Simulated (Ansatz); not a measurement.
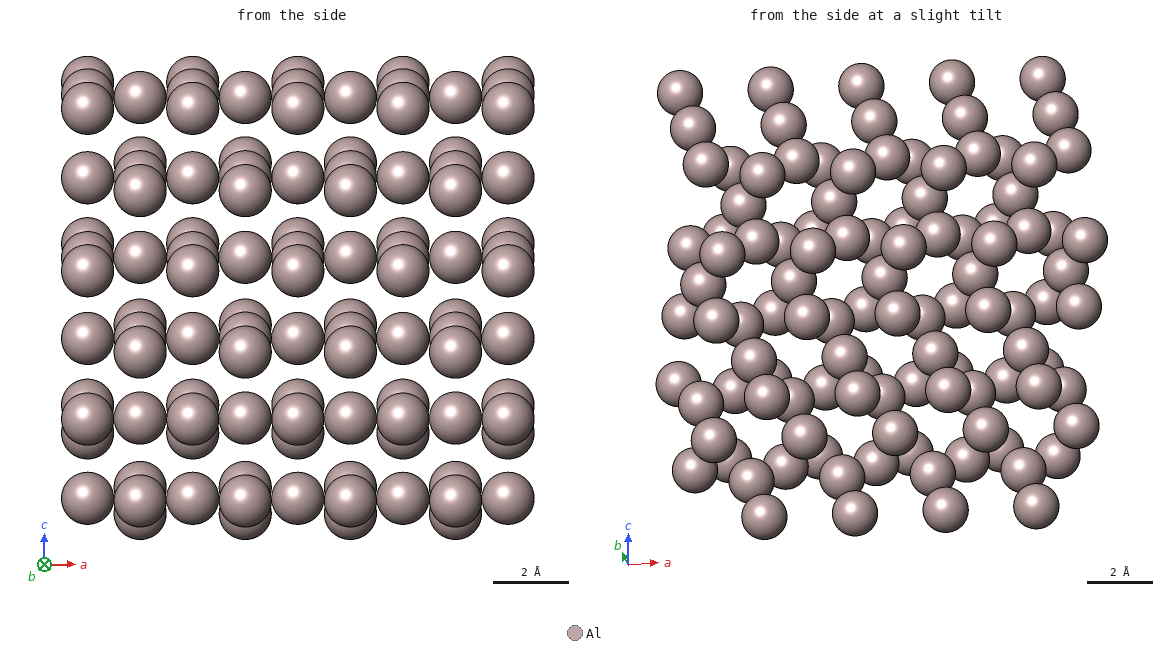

A spheres-only picture of a periodic slab, seen from the side and from the side at a slight tilt. The surface normal points up in side views; the vacuum is left out. 4×1 cells are drawn in the plane, with atoms at the edges repeated.

The cell holds 24 Al. The slab was cut from bulk Al (P6_3/mmc).

Read the thickness off the scale bar.

Answer. About 12 Å from the lowest to the highest atom.

Which surface of the bulk crystal is this?

Answer. (1 0 2).

Computational set-up: Ansatz 0.2.0, DFT r2SCAN, scalar-relativistic, plane waves, PAW, a 500 eV plane-wave basis, a 12×4×1 sampling of the Brillouin zone, Gaussian smearing of 0.1 eV, no spin polarisation.

Estimate the work function for the two faces.

Answer. 4.21 eV on both faces.

The cell started as a structure listed in the Materials Project, from which a slab was cut. The atoms were relaxed in a fixed cell with DFT r2SCAN, scalar-relativistic, plane waves, PAW in Ansatz 0.2.0.
